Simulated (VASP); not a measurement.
# What a change does: band-structure calculation on SnO

System: SnO (F-43m, 2 atoms in the cell).
Method of the first run: DFT, PBE, plane waves, PAW (VASP 6.6.1).

The structure was built on a prototype by a generator. The geometry comes from this level: r2SCAN (a point of a series of strains). 

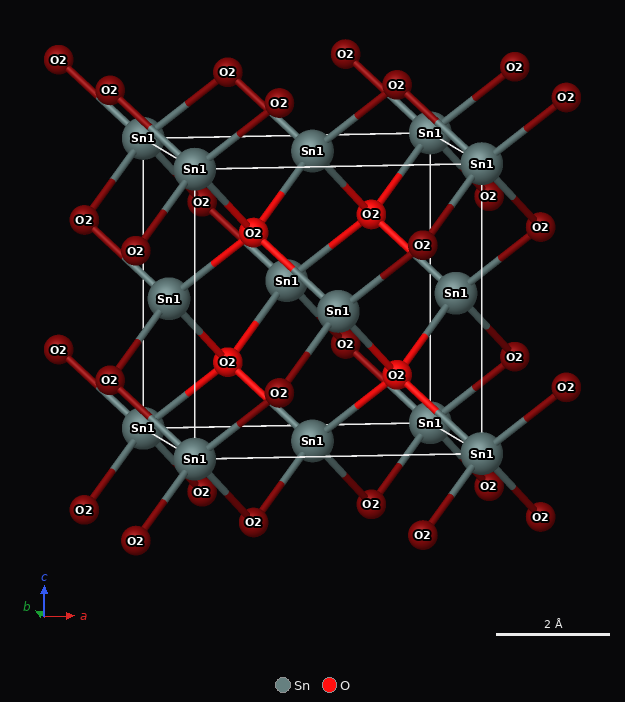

The input geometry (ball-and-stick view of the cell 4 times as large as that of the calculation, set on its symmetry axes, seen slightly off an axis; neighbours outside the cell are drawn fainter; atoms are numbered from 1 in the order of the input).

### INCAR, the first run
```
ENCUT = 520.000000
SIGMA = 0.020000
EDIFF = 1.00e-07
GGA = PE
PREC = Accurate
IBRION = -1
ISIF = 2
ISMEAR = -1
NBANDS = 17
NELM = 120
NSW = 0
LASPH = .TRUE.
LCHARG = .FALSE.
LWAVE = .FALSE.
LREAL = .FALSE.
```

### KPOINTS, the first run
```
KPOINTS created by Atomic Simulation Environment
0
Gamma
8 8 8
0 0 0
```

### KPOINTS_OPT, the first run
```
special points
7
Reciprocal
0.0000000000 0.0000000000 0.0000000000 1
-0.5000000000 -0.5000000000 0.0000000000 1
-0.3750000000 -0.3750000000 0.2500000000 1
-0.3750000000 0.0000000000 0.3750000000 1
0.0000000000 0.0000000000 0.5000000000 1
-0.5000000000 -0.2500000000 0.2500000000 1
-0.5000000000 -0.4000000000 0.1000000000 1
```

### POSCAR, the first run
```
Sn O
 1.0000000000000000
     0.0000000000000000    2.6031359865999999    2.6031359865999999
     2.6031359865999999    0.0000000000000000    2.6031359865999999
     2.6031359865999999    2.6031359865999999    0.0000000000000000
 Sn  O
   1   1
Cartesian
  0.0000000000000000  0.0000000000000000  0.0000000000000000
  1.3015679933000002  1.3015679933000002  1.3015679933000002
```

Launched with:
```bash
mpirun -np 1 vasp_std
```

Hardware: 1 CPU thread, shared host.

### OSZICAR and lines of OUTCAR (the first run)
```
N       E                     dE             d eps       ncg     rms          rms(c)
DAV:   1     0.148694419504E+03    0.14869E+03   -0.10245E+04  1027   0.175E+03
DAV:   2     0.161957824758E+01   -0.14707E+03   -0.13992E+03  1083   0.384E+02
DAV:   3    -0.119807703187E+02   -0.13600E+02   -0.13531E+02  1163   0.106E+02
DAV:   4    -0.122683544739E+02   -0.28758E+00   -0.28744E+00  1233   0.164E+01
DAV:   5    -0.122762590896E+02   -0.79046E-02   -0.79043E-02  1326   0.258E+00    0.867E+00
DAV:   6    -0.104918127029E+02    0.17844E+01   -0.12820E+01  1479   0.395E+01    0.477E+00
DAV:   7    -0.102730831514E+02    0.21873E+00   -0.17083E+00  1214   0.863E+00    0.140E+00
[...]
       N       E                     dE             ncg
DAV:   1     0.135707787953E+04   -0.48566E+04      248
DAV:   2     0.343291800815E+03   -0.10138E+04      286
DAV:   3     0.250785134225E+03   -0.92507E+02      276
DAV:   4     0.248756353200E+03   -0.20288E+01      296
DAV:   5     0.248702926723E+03   -0.53426E-01      319
DAV:   6     0.248701044639E+03   -0.18821E-02      321
DAV:   7     0.248700988285E+03   -0.56354E-04      313
DAV:   8     0.248700987947E+03   -0.33828E-06      312
DAV:   9     0.248700987942E+03   -0.44242E-08      231
[... from OUTCAR:]
   NELECT =      20.0000    total number of electrons
 E-fermi :   7.7737
  free  energy   TOTEN  =       -10.2579745683 eV
  energy  without entropy=      -10.2573994127  energy(sigma->0) =      -10.25768699
```

For the second run the input was changed thus:
```diff
-GGA = PE
+ALGO = Normal
+METAGGA = R2SCAN
-LCHARG = .FALSE.
+LCHARG = .TRUE.
+LELF = .TRUE.
```

What does this change do to the results?

The total energies belong to different methods, so their difference says nothing on which is more stable or more accurate. The pressure goes from 12.01 to 9.62 GPa. The functional changes from PBE to R2SCAN. The SCF takes 16 iterations against 14.

### OSZICAR and lines of OUTCAR (the second run)
```
N       E                     dE             d eps       ncg     rms          rms(c)
DAV:   1     0.126015422586E+03    0.12602E+03   -0.10444E+04  1027   0.178E+03
DAV:   2    -0.244179361197E+02   -0.15043E+03   -0.14320E+03  1091   0.392E+02
DAV:   3    -0.383612522068E+02   -0.13943E+02   -0.13875E+02  1170   0.109E+02
DAV:   4    -0.386621604398E+02   -0.30091E+00   -0.30074E+00  1257   0.169E+01
DAV:   5    -0.386709326115E+02   -0.87722E-02   -0.87715E-02  1359   0.272E+00    0.808E+00
DAV:   6    -0.320009764829E+02    0.66700E+01   -0.78657E+00  1506   0.411E+01    0.331E+00
DAV:   7    -0.320819476419E+02   -0.80971E-01   -0.61567E-01  1051   0.653E+00    0.156E+00
[...]
       N       E                     dE             ncg
DAV:   1     0.130260704041E+04   -0.49111E+04      248
DAV:   2     0.256478787160E+03   -0.10461E+04      278
DAV:   3     0.160222103437E+03   -0.96257E+02      284
DAV:   4     0.158173366691E+03   -0.20487E+01      296
DAV:   5     0.158113148927E+03   -0.60218E-01      327
DAV:   6     0.158110844758E+03   -0.23042E-02      313
DAV:   7     0.158110804545E+03   -0.40213E-04      313
DAV:   8     0.158110804091E+03   -0.45397E-06      336
DAV:   9     0.158110804089E+03   -0.22787E-08      223
[... from OUTCAR:]
   NELECT =      20.0000    total number of electrons
 E-fermi :   7.7857
  free  energy   TOTEN  =       -32.0724229173 eV
  energy  without entropy=      -32.0718477092  energy(sigma->0) =      -32.07213531
```

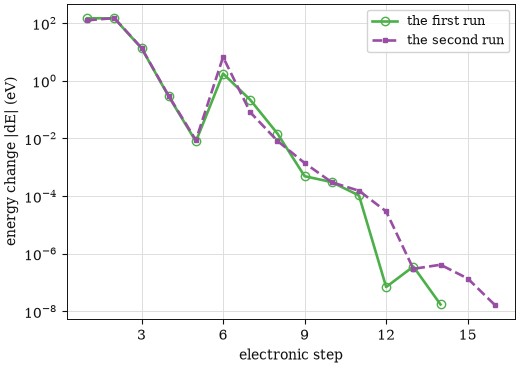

Convergence of the two runs: energy change |dE| against the electronic step. The first run takes 14 steps in all, and the second run takes 16.

### The two runs side by side

| quantity | the first run | the second run |
| --- | --- | --- |
| outcome | converged | converged |
| free energy per atom (eV) | −5.1290 | −16.0362 |
| gap on the mesh (eV) | 0.00 | 0.00 |
| pressure (GPa) | 12.01 | 9.62 |
| largest force (eV/Å) | 0.000 | 0.000 |
| SCF iterations | 14 | 16 |
| irreducible k-points | 29 | 29 |

For the first run: The cell is under a pressure of 12.0 GPa at this level, so it is not at its equilibrium volume. For the second run: The cell is under a pressure of 9.6 GPa at this level, so it is not at its equilibrium volume.
